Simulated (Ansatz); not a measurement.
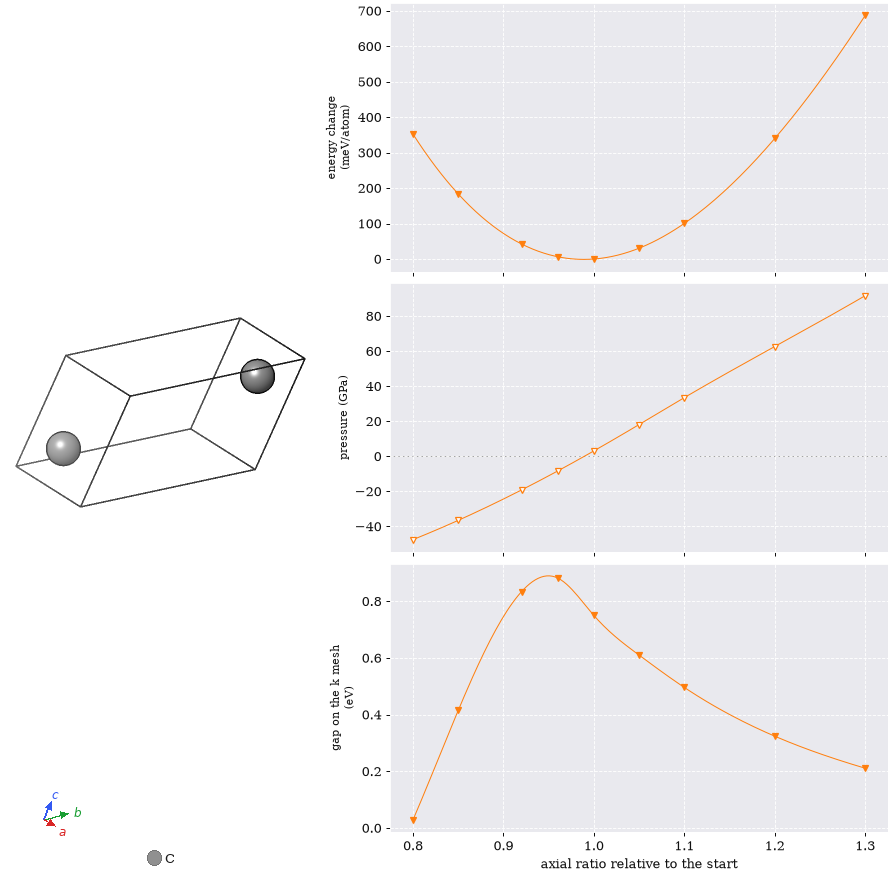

The picture above shows the energy change, pressure and gap on the k mesh against relative axial ratio for C, space group R-3m (No. 166). The cell is drawn beside the plot.

Structure:
```yaml
crystal:
  lattice:
    - [1.22803, 0.70900, 3.34701]
    - [-1.22803, 0.70900, 3.34701]
    - [0.00000, -1.41800, 3.34701]
  atoms:
    - { symbol: C, position: [0.16400, 0.16400, 0.16400] }
    - { symbol: C, position: [0.83600, 0.83600, 0.83600] }
```

Computed with Ansatz 0.2.0: deformation of a crystal at fixed volume, lengths along the axis scaled against those across it, fractional coordinates fixed, by plane-wave density functional theory with PAW datasets, free energies less that of the undisturbed cell, pressure positive in compression; scalar-relativistic. Level: PBE with D3(BJ), no spin polarisation.

- wave cutoff: 420 eV
- k mesh: 15×15×15
- occupations: Gaussian
- smearing width: 0.05 eV
- k shift: (0, 0, 0) (mesh steps)
- start: as given
- path: axial
- axis direction: (0, 0, 1) (Cartesian unit vector)

Where is the energy change lowest, and are there other minima?

The lowest computed point is at relative axial ratio 1.00 (0 meV/atom), and no other minimum shows.

Read off the course of the pressure.

It rises from −48 GPa at relative axial ratio 0.80 to 92 GPa at 1.30, and changes sign near 0.99.

Note: odd k mesh can miss points on the zone edge; reference crystal is not relaxed; shape and atomic fractions are frozen while scaling, which makes layered, chain and framework solids too stiff.

The computed values:

| axial ratio relative to the start | energy change (meV/atom) | pressure (GPa) | gap on the k mesh (eV) |
| --- | --- | --- | --- |
| 0.80 | 352 | −48 | 0.029 |
| 0.85 | 184 | −37 | 0.415 |
| 0.92 | 42 | −19 | 0.834 |
| 0.96 | 6 | −8 | 0.882 |
| 1.00 | 0 | 3 | 0.750 |
| 1.05 | 31 | 18 | 0.610 |
| 1.10 | 100 | 33 | 0.496 |
| 1.20 | 340 | 63 | 0.324 |
| 1.30 | 687 | 92 | 0.211 |
